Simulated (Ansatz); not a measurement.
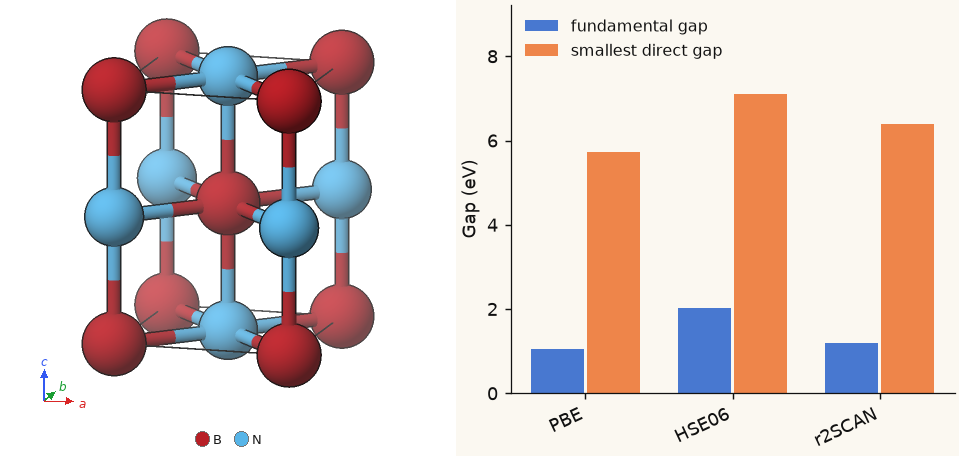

Gaps of BN, space group Immm (No. 71), 2 atoms in the cell, rocksalt type, shear (xy) strain +1.6%, at several levels of theory on one cell (Ansatz, plane waves and PAW; edges over the mesh and the special points).

### How does the gap depend on the level, and does its kind change?

In rising order: PBE 1.05 eV, r2SCAN 1.18 eV and HSE06 2.03 eV. It is indirect at every level.
